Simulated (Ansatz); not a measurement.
Given this structure, the input geometry of an electronic-structure calculation (not necessarily at equilibrium); the starting structure was generated, so it need not be a known form of this composition, written in its standard cell:

```cif
data_structure
_symmetry_space_group_name_H-M 'Fd-3m:1'
_symmetry_Int_Tables_number 227
_cell_length_a 5.4543
_cell_length_b 5.4543
_cell_length_c 5.4543
_cell_angle_alpha 90.000
_cell_angle_beta 90.000
_cell_angle_gamma 90.000
_cell_volume 162.27
loop_
_atom_site_label
_atom_site_type_symbol
_atom_site_symmetry_multiplicity
_atom_site_Wyckoff_symbol
_atom_site_fract_x
_atom_site_fract_y
_atom_site_fract_z
_atom_site_occupancy
Ru1 Ru 8 b 0.25000 0.25000 0.75000 1
```

**What does the kinematic electron diffraction pattern along [001] look like at 200 kV (B = 0.8 Å²)?**

The spots form a square net with both shortest vectors at d = 1.93 Å, 90.0° apart. They are 2 -2 0 and 2 2 0. The pattern has symmetry 4mm. The lattice centring (F) removes all reflections that break h + k = 2n, h + l = 2n; a glide plane extinguishes reflections such as 2 -4 0, 2 4 0, 4 -2 0; a screw axis and a glide plane both extinguish reflections such as 0 2 0, 2 0 0, 0 6 0.

Strongest reflections with d > 0.80 Å, one of each family (|F|² from tabulated Gaussian fits of the electron scattering factors, times a small damping for the curvature of the Ewald sphere):

| hkl | d (Å) | I (strongest = 100) |
| --- | --- | --- |
| 2 2 0 | 1.928 | 100 |
| 4 0 0 | 1.364 | 44 |
| 4 4 0 | 0.964 | 14 |
| 6 2 0 | 0.862 | 9 |

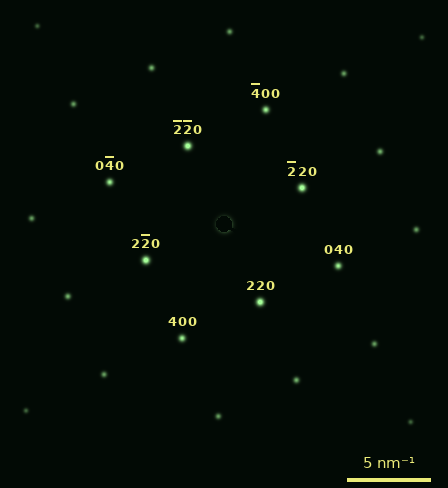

Calculated pattern, seen from the source side with [001] pointing towards the source.
